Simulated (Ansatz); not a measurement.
Consider WS2.

Input

```
crystal:
  lattice:
    - [2.6018176784, 0.0, 0.0]
    - [0.0, 2.6018176784, 0.0]
    - [0.0, 0.0, 9.2367743095]
  atoms:
    - { symbol: W, position: [0.5, 0.5, 0.5] }
    - { symbol: S, position: [0.5, 0.5, 0.7618805121] }
    - { symbol: S, position: [0.5, 0.5, 0.2381194879] }
basis:
  ecutwfc: 420
kpoints:
  mp_grid: { grid: [18, 18, 6] }
hamiltonian:
  xc: pbe
scf:
  occupations: { method: gaussian, width: 0.1 }
output:
  forces: true
  stress: true
  eigenvalues: true
  write_density: true
  write_potential: true
  elf: true
  volumetric_format: npy
relax:
  adjacent_minimum: "off"
  f_tol: 0.01
  max_steps: 80
  cell: { stress_tol: 0.05 }
```

Launched as:

```sh
ansatz run input.yaml --threads 1 --pin off --max-ram 2048MiB --backend cpu --events-out ev --progress --plain --runs-dir out
```

Below, planes, directions and counts refer to the conventional cell (a = 2.59 Å, b = 2.59 Å, c = 9.23 Å, α = 90.00°, β = 90.00°, γ = 90.00°).

The fields are those of the run's last geometry, not of the input's.

Space group P4/mmm; a structure generated by program, which may or may not match a known phase.

The calculation used DFT PBE, scalar-relativistic, plane waves, PAW (Ansatz).

**What can the converged valence pseudo-density and electron localisation function tell about the bonding?**

W–S (2.45 Å): ρ at the midpoint is about 0.57 e/Å³; the ELF peaks at about 0.90 in the valence shell of S, 0.9 Å from its nucleus, and is about 0.45 at the midpoint.

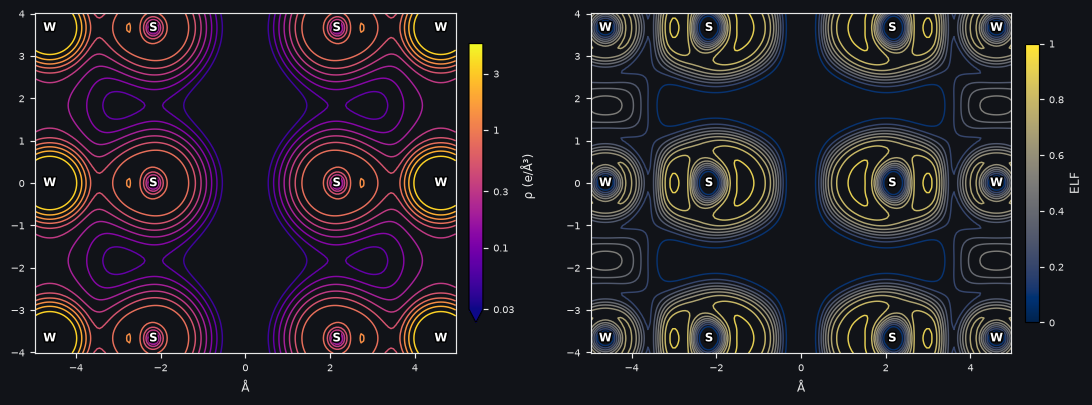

Computed valence pseudo-density and electron localisation function on the (11̄0) plane of the conventional cell, in this order. 

The density is the valence pseudo-density of a PAW calculation; it isn't the true density close to the nuclei.
